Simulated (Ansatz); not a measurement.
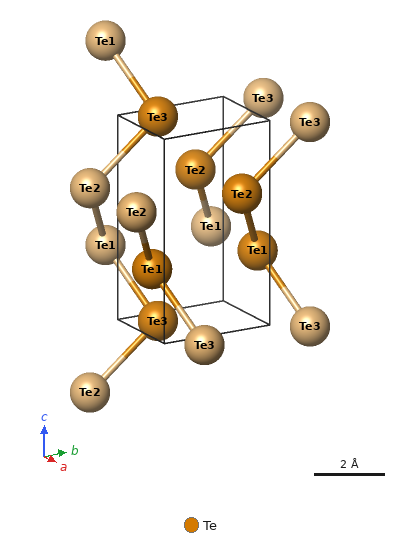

*The input geometry (ball-and-stick view of the cell of the calculation, seen slightly off an axis; neighbours outside the cell are drawn fainter; atoms are numbered from 1 in the order of the input).*

Te: single-point calculation

Te (P3₁21, 3 atoms in the cell), computed with DFT, PBE, paw_fr, spin-orbit coupling (Ansatz 0.2.0).

The structure derives from an entry of the Crystallography Open Database. Figures and captions count atoms from 1; the log counts them from 0 in places.

### The program's output
```
Warning: the atoms were moved onto the symmetric positions of the space group found under crystal.symmetry.tolerance 3.0e-4 (fractional; no operation is sought that the atoms, as they stand in a round, miss by more than twice it, and no atom is moved by as much as it), and the run uses the moved positions. Before a round's move an operation carried an atom to 3.97e-5 Å from where it should land, the largest such distance. Atom 1 (counting from 0) moved farthest, by 2.18e-4 Å; the longest move in fractions of the cell, of whichever atom, is 0.12 of the tolerance, in 1 round. To run the atoms as typed, lower crystal.symmetry.tolerance until the operations that they miss are no longer found, or set crystal.symmetry.detect: false (a key that needs symmetry detection or time reversal refuses this as the deck is read). The positions used, in the order of the run's atom list: position: [0.7364, 0.0, 0.3333333333333333]; position: [0.0, 0.7364, 0.6666666666666666]; position: [0.2636, 0.2636, 1.0]; The lattice was moved too: crystal.lattice misses the space group found at crystal.symmetry.tolerance 3.0e-4 in a digit that the deck types, which is why this is a warning: making the lattice exact moves one of its numbers by a whole unit of that number's last typed decimal, or more. The operation that it misses by the most changes a squared length by the fraction 3.63e-7. The run uses the lattice that is a stretch of the typed one, with no rotation, onto the one that keeps every operation to a double's rounding (on a very oblique basis the stretch itself rounds by more); the deck's lattice vector that moved farthest moved by 4.67e-7 Å. To run the lattice as typed, set crystal.symmetry.tolerance under 2.57e-9, the least fraction by which an operation that the lattice misses changes a squared length (the same key also sets how far an atom may lie from its image, so lowering it can lose operations that the atoms keep only within it), or set crystal.symmetry.detect: false, as for the atoms. crystal.lattice made exact, in Å and degrees: [[4.476922476832929, 2.886751303567685e-9, 0.0], [-2.2384612409164646, 3.8771285942674907, 0.0], [0.0, 0.0, 5.94880055]]. Pasted over the deck's crystal.lattice, beside positions in fractional coordinates, it runs the same cell (given as lengths and angles, that cell in the form's own orientation, a rigid turn of the misfit's size from the one run here, for which a checkpoint.post_process_only pass over this run's state can be refused: where this run relaxes nothing, give such a pass this deck's own crystal.lattice, as typed; behind a relaxation, as crystal.lattice, the state's own cell, identity.cell in its checkpoint.json), and a matrix so pasted ends this notice, except on a very skew basis of the lattice, where the rounding of the pasted numbers themselves can read as a misfit: the cell is then moved again, and that move is told again. The lattice as run is in this notice's lattice.as_run_ang field (Run.prep()["deck_notices"] in Python, the deck_notice line of an events file, deck_notices of ansatz run --dry-run=json, or deck_notices in record.json in the deck's checkpoint.write directory).
Engine: ansatz 0.2.0, x86_64-unknown-linux-gnu
Pseudopotentials: kind: paw_fr
Pseudopotential: Te, paw_fr, valence charge 16, recommended cutoff 420 eV (normal), Te.paw.azcp#standard-fr
Functional definition: PBE
  parameter kappa = 0.804
  parameter beta = 0.06672455060314922
  exchange = pbe_x(kappa = kappa, mu = beta*pi^2/3)
  correlation = pbe_c(beta = beta)
non-collinear run that drives no moment, with spin-orbit: no starting moment large enough to seed its density (crystal.atoms[].spin), no starting occupations that ask for one, no magnetisation constraint and no magnetic field, so the semilocal B_xc is pinned to zero
Crystal: 3 atoms, lattice volume = 103.257 Å³
Basis set: ecut = 420 eV, 2041 PW (Γ), exchange–correlation on 90×90×120 points (27 copies of the dense FFT grid, shifted against one another)
Bands: 58, of which v1, the nominal top of the filled ones, is band 48 counted from 1 (47 counted from 0)
Symmetry: 6 space group operations + 6 with time reversal
Magnetic group: BNS 152.34 (UNI 1264), of the structure as read, at distance tolerance 1.4e-3 Å
k-points: 12 of 75 (time reversal used)
Projection manifold: j_resolved (fully-relativistic pseudo-atomic orbitals)
Non-local potential: Te, projectors of the file, l = 0: 2, l = 1: 4, l = 2: 4, l = 3: 4
PAW form: soft (Blöchl's): semilocal exchange-correlation on the pseudo side does not see the compensation charge
PAW one-centre angular grid: Te, 590 points (default); XC on 64 Gauss nodes
Initial density: superposition of atomic densities (chi_scale 0.1, normalization cell)
Initial wavefunctions: pseudopotential atomic-orbital guess
Functional: x = pbe(κ = 0.804, μ = 0.2195149727645171), c = pbe(β = 0.06672455060314922)
SCF iter   1: F=—  HF=-20948.047216 eV  |F-HF|=—  |Δ(HF+E_count)|=         —  Δρ=1.55e-2  dr2=1.84e-1  dr2_m=0.00e0 (ungated)  ethr=3.10e-3  |M|=0.00e0 ∫|m|=0.00e0 μB  |m|>n=0.0e0 m-floor=0.0e0 τ_xc=0.0e0  β_m=0.30  ⟨swp⟩=13.0  Hψ=3832  notcnv=0
preconditioner: auto → Resta (q_TF=auto, 2.401 Å⁻¹)  ε∞=4.2  [insulator: Δε(μ)=0.740 eV  Ē_g=8.658 eV  σ=0.100 eV  W_gap=0.94  n_scr=22 (ndim 8)  ℏωp=15.5 eV  f_vac=0.013  D(μ)=0.07/eV (n_scr^D=0)  ε∞_Penn≈4.2]
spin=Noncollinear: Resta preconditioning applied to the charge; magnetization (m_x, m_y, m_z) channels mix plain (no charge-response kernel on spin).
SCF iter   2: F=—  HF=-20948.037810 eV  |F-HF|=—  |Δ(HF+E_count)|=   9.41e-3  Δρ=1.16e-2  dr2=1.01e-1  dr2_m=0.00e0 (ungated)  ethr=3.84e-4  |M|=0.00e0 ∫|m|=0.00e0 μB  |m|>n=0.0e0 m-floor=0.0e0 τ_xc=0.0e0  β_m=0.65  ⟨swp⟩=1.0  Hψ=804  notcnv=0
SCF iter   3: F=—  HF=-20948.031106 eV  |F-HF|=—  |Δ(HF+E_count)|=   6.70e-3  Δρ=1.16e-3  dr2=1.35e-3  dr2_m=0.00e0 (ungated)  ethr=2.10e-4  |M|=0.00e0 ∫|m|=0.00e0 μB  |m|>n=0.0e0 m-floor=0.0e0 τ_xc=0.0e0  β_m=0.65  ⟨swp⟩=2.9  Hψ=938  notcnv=0
SCF iter   4: F=—  HF=-20948.031420 eV  |F-HF|=—  |Δ(HF+E_count)|=   3.14e-4  Δρ=4.25e-4  dr2=2.07e-4  dr2_m=0.00e0 (ungated)  ethr=2.82e-6  |M|=0.00e0 ∫|m|=0.00e0 μB  |m|>n=0.0e0 m-floor=0.0e0 τ_xc=0.0e0  β_m=0.82  ⟨swp⟩=3.0  Hψ=1406  notcnv=0
SCF iter   5: F=—  HF=-20948.031608 eV  |F-HF|=—  |Δ(HF+E_count)|=   1.88e-4  Δρ=1.18e-4  dr2=2.13e-5  dr2_m=0.00e0 (ungated)  ethr=4.31e-7  |M|=0.00e0 ∫|m|=0.00e0 μB  |m|>n=0.0e0 m-floor=0.0e0 τ_xc=0.0e0  β_m=0.91  ⟨swp⟩=2.0  Hψ=906  notcnv=0
SCF iter   6: F=—  HF=-20948.031659 eV  |F-HF|=—  |Δ(HF+E_count)|=   5.06e-5  Δρ=2.53e-5  dr2=6.87e-7  dr2_m=0.00e0 (ungated)  ethr=4.43e-8  |M|=0.00e0 ∫|m|=0.00e0 μB  |m|>n=0.0e0 m-floor=0.0e0 τ_xc=0.0e0  β_m=0.96  ⟨swp⟩=2.0  Hψ=914  notcnv=0
SCF iter   7: F=-20948.031661 eV  HF=-20948.031661 eV  |F-HF|=4.23e-8  |Δ(HF+E_count)|=   1.76e-6  Δρ=5.59e-6  dr2=2.97e-8  dr2_m=0.00e0 (ungated)  ethr=2.08e-10  |M|=0.00e0 ∫|m|=0.00e0 μB  |m|>n=0.0e0 m-floor=0.0e0 τ_xc=0.0e0  ⟨swp⟩=9.5  Hψ=2876  notcnv=0
SCF 1 converged in 7 iterations: F = -20948.031661 eV  dr2 = 2.97e-8
  greatest PAW one-centre occupation: 0.998 electrons in one spin orbital (limit 2), on the Te atom at site 1 (counted from 0), in its partial waves of l = 2
SCF converged after 7 iterations
Magnetization: |M| = 0.0000 μB,  M = (+0.0000, +0.0000, +0.0000) μB
Absolute magnetization: 0.0000 μB (∫|m|)
  site 0: m = (+0.0000, +0.0000, +0.0000) μB, |m| = 0.0000 μB  (R = 1.17 Å)
  site 1: m = (+0.0000, +0.0000, +0.0000) μB, |m| = 0.0000 μB  (R = 1.17 Å)
  site 2: m = (+0.0000, +0.0000, +0.0000) μB, |m| = 0.0000 μB  (R = 1.17 Å)
Free energy (F): -20948.031661 eV
Harris-Foulkes:  -20948.031661 eV  (|F-HF|=4.23e-8)
Internal energy: -20948.027077 eV  (E = F + TS)
E sigma→0 (E₀):  -20948.029369 eV
Entropy (-TS):   -0.004584 eV (-1.528 meV/atom)
Fermi energy:    8.685265 eV
--- Per-component energies (eV) ---
  E_band       = -805.303080
  E_kinetic    = 541.185257
  E_local      = -3881.664759  (includes V_loc(G=0)·N_el)
  E_nonlocal   = -929.770894
  E_hartree    = 2457.740274
  E_xc         = -372.757730
  E_vxc        = -311.847695  (∫ρ·V_xc dr)
  E_paw        = -13994.916970  (= ΣΔE_a)
  E_vpaw       = -1138.676092  (= ΣTr[D̂ρ^β])
  E_aug_tail   = -0.000552  (compensation charges beyond the density's cutoff)
  E_ewald      = -4767.841703
  E_smearing   = -0.004584  (= −TS)
  E_closure    = 0.000000  (closes the sum)
  Σ components = -20948.031661   (vs F -20948.031661, Δ=0.00e0)
--- Forces (eV/Å), atoms counted from 1 ---
  atom   1  Te    -0.27342082    -0.00000000     0.00000000
  atom   2  Te     0.13671041    -0.23678938    -0.00000000
  atom   3  Te     0.13671041     0.23678938     0.00000000
  max |Σ_I F_I| component: 5.55e-17 eV/Å
--- Stress (GPa, compression-positive) ---
        1.552556       0.000000       0.000000
        0.000000       1.552556       0.000000
        0.000000       0.000000       1.927038
  P = ⅓ Tr σ = 1.6774 GPa (16.774 kbar)
--- Band table (eV; the first three rows and the last of 12) ---
  k-point 0: bands = ["-29.5757", "-29.5757", "-29.5649", "-29.5649", "-29.5424", "-29.5424", "-29.4111", "-29.4111", "-29.4042", "-29.4042", "-29.4022", "-29.4022", "-28.1524", "-28.1524", "-28.1369", "-28.1369", "-28.0841", "-28.0841", "-28.0110", "-28.0110", "-28.0025", "-28.0025", "-27.9740", "-27.9740", "-27.9326", "-27.9326", "-27.9180", "-27.9180", "-27.9167", "-27.9167", "-4.9907", "-4.9907", "-1.7193", "-1.7193", "-1.7182", "-1.7182", "5.3433", "5.3433", "5.5236", "5.5236", "5.9570", "5.9570", "6.9249", "6.9249", "6.9752", "6.9752", "7.8144", "7.8144", "9.2065", "9.2065", "9.8218", "9.8218", "10.3394", "10.3394", "13.5521", "13.5521", "13.5540", "13.5540"]
  k-point 1: bands = ["-29.5804", "-29.5762", "-29.5641", "-29.5515", "-29.5510", "-29.5425", "-29.4112", "-29.4088", "-29.4085", "-29.4054", "-29.4009", "-29.4003", "-28.1636", "-28.1574", "-28.1277", "-28.1105", "-28.1001", "-28.0891", "-28.0164", "-28.0132", "-27.9993", "-27.9876", "-27.9854", "-27.9748", "-27.9299", "-27.9265", "-27.9218", "-27.9206", "-27.9169", "-27.9158", "-4.5957", "-4.5936", "-3.4491", "-3.4460", "0.0198", "0.0232", "4.6638", "4.7047", "5.6691", "5.7670", "5.8231", "6.2323", "6.9986", "7.1397", "7.1540", "7.3868", "7.5740", "7.7917", "8.9738", "8.9953", "9.2502", "9.4235", "9.5365", "9.6165", "12.8151", "12.8325", "13.9305", "13.9613"]
  k-point 2: bands = ["-29.5756", "-29.5751", "-29.5649", "-29.5649", "-29.5425", "-29.5421", "-29.4122", "-29.4121", "-29.4035", "-29.4032", "-29.4019", "-29.4017", "-28.1520", "-28.1520", "-28.1371", "-28.1367", "-28.0843", "-28.0843", "-28.0104", "-28.0102", "-28.0017", "-28.0017", "-27.9758", "-27.9747", "-27.9356", "-27.9345", "-27.9180", "-27.9170", "-27.9155", "-27.9147", "-4.7390", "-4.7386", "-1.8236", "-1.8177", "-1.6505", "-1.6463", "4.1724", "4.2531", "4.7621", "4.9078", "5.3104", "5.5286", "7.1342", "7.3126", "7.3695", "7.6011", "7.7287", "7.8762", "9.3857", "9.4714", "9.6247", "9.6978", "10.1592", "10.2409", "12.7668", "12.8042", "13.6501", "13.6658"]
  k-point 11: bands = ["-29.5802", "-29.5765", "-29.5628", "-29.5516", "-29.5500", "-29.5424", "-29.4126", "-29.4115", "-29.4077", "-29.4066", "-29.3976", "-29.3976", "-28.1629", "-28.1573", "-28.1264", "-28.1103", "-28.0998", "-28.0892", "-28.0122", "-28.0089", "-27.9999", "-27.9886", "-27.9878", "-27.9780", "-27.9353", "-27.9319", "-27.9242", "-27.9223", "-27.9102", "-27.9098", "-3.6316", "-3.6245", "-2.8670", "-2.8592", "-1.4321", "-1.4242", "3.2747", "3.3262", "3.7354", "3.7937", "4.4650", "4.5324", "6.2605", "6.4092", "7.3218", "7.4671", "8.0708", "8.2656", "9.3821", "9.4477", "10.4214", "10.4823", "10.9543", "11.0261", "13.1700", "13.2131", "14.7940", "14.8389"]
```

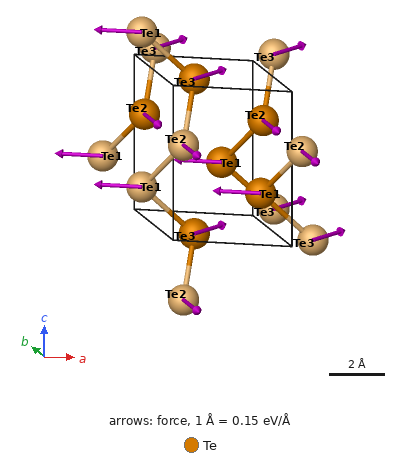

*Forces on the atoms as pink arrows (ball-and-stick view of the cell of the calculation, seen slightly off an axis; neighbours outside the cell are drawn fainter; atoms are numbered from 1 in the order of the input).*

The largest act on all 3 Te atoms (0.27 eV/Å). The geometry is not a stationary point of this energy.

This output came from the following input.

### Input file
```yaml
crystal:
  lattice:
    - [4.47692201, 0.0, 0.0]
    - [-2.23846101, 3.877129, 0.0]
    - [0.0, 0.0, 5.94880055]
  atoms:
    - { symbol: Te, position: [0.7364, 0.0, 0.3333] }
    - { symbol: Te, position: [0.0, 0.7364, 0.66663] }
    - { symbol: Te, position: [0.2636, 0.2636, 0.99997] }
  symmetry: { tolerance: 0.0003 }
kpoints:
  mp_grid: { grid: [5, 5, 3], shift: [0, 0, 0] }
magnetization:
  noncollinear: true
  spin_orbit: true
scf:
  occupations: { method: fermi_dirac }
hamiltonian:
  pseudopotentials: { kind: paw_fr }
  xc: pbe
basis:
  ecutwfc: 420
  xc_grid: 3
output:
  forces: true
  stress: true
  eigenvalues: true
```

Run as:
```bash
ansatz run input.yaml --threads 1 --pin off --max-ram 2560MiB --backend cpu --events-out ev --progress --plain --runs-dir out
```

### Results in brief

```json
{"quantity": "outcome", "value": "converged"}
{"quantity": "space group (tolerance 0.01 Å)", "value": "P3₁21 (152)"}
{"quantity": "electrons treated", "value": "48"}
{"quantity": "free energy", "value": "−20948.0317 eV"}
{"quantity": "Fermi energy", "value": "8.685 eV"}
{"quantity": "net moment of the cell", "value": "0.00 μB"}
{"quantity": "integrated absolute moment", "value": "0.00 μB"}
{"quantity": "pressure", "value": "1.68 GPa"}
{"quantity": "largest force (length of the vector)", "value": "0.273 eV/Å"}
{"quantity": "hardware", "value": "1 thread of Intel Xeon (Granite Rapids), 64 GiB of memory available, shared host"}
{"quantity": "wall time", "value": "8.9 s"}
{"quantity": "peak memory", "value": "0.61 GiB"}
```

Settings chosen away from the usual ones: basis.xc_grid set to 3; hamiltonian.pseudopotentials set to {"kind": "paw_fr"} (from {"kind": "paw"}); magnetization set to {"noncollinear": true, "spin_orbit": true} (from {"spin_polarized": false}). The program warns: the structure was made exactly symmetric.
